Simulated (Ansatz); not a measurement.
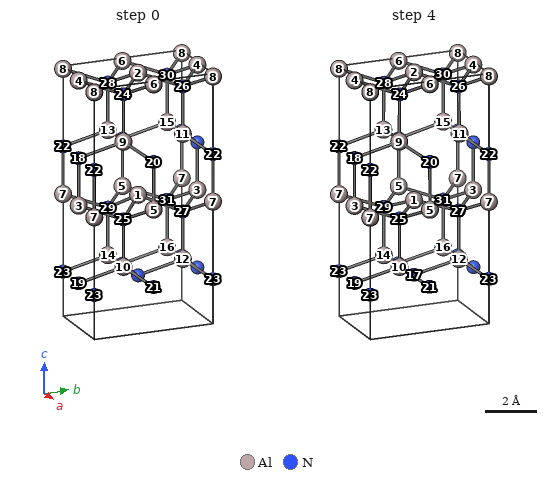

The structure of a defect cell of composition Al$_{16}$N$_{15}$ (cell charge +1) before (left) and after (right) a relaxation, at one scale.

Style: ball-and-stick. Shown: the cell of the calculation (origin shifted), slightly off an axis.

All numbers below come from DFT, PBE, plane-wave PAW, default files, scalar-relativistic (Ansatz). Settings: plane-wave cutoff 420 eV; k-point mesh 4 × 4 × 2; occupations fermi dirac; smearing width 0.01 eV; collinear spin; atoms relaxed in a fixed cell; force threshold 0.03 eV/Å; at most 40 steps.

### What changed between the two?

After 4 geometry steps the energy has fallen by 0.388 eV per cell of the calculation. Largest force component: 2.4 eV/Å at the start, 0.0071 eV/Å at the end. The atom that moves furthest is Al1 (0.21 Å along −c). Largest moves by element: Al 0.21 Å, N 0.03 Å. The cell doesn't change. Among the contacts that change: Al1–N25 1.935 → 1.860 Å, Al10–N25 1.893 → 1.929 Å, Al3–N18 1.893 → 1.906 Å, Al16–N31 1.893 → 1.905 Å. Bond angles that change, for instance: Al1–N27–Al12 111.8° → 104.9°, N25–Al1–N27 107.1° → 113.7°, Al1–N27–Al3 108.9° → 112.4°. The program noted that the starting moments weren't kept.

Limits of the set-up: the periodic images lie only 6.2 Å apart, so the values are limited by the cell's size; the cell is charged, on a uniform background, and energies carry no finite-size correction.
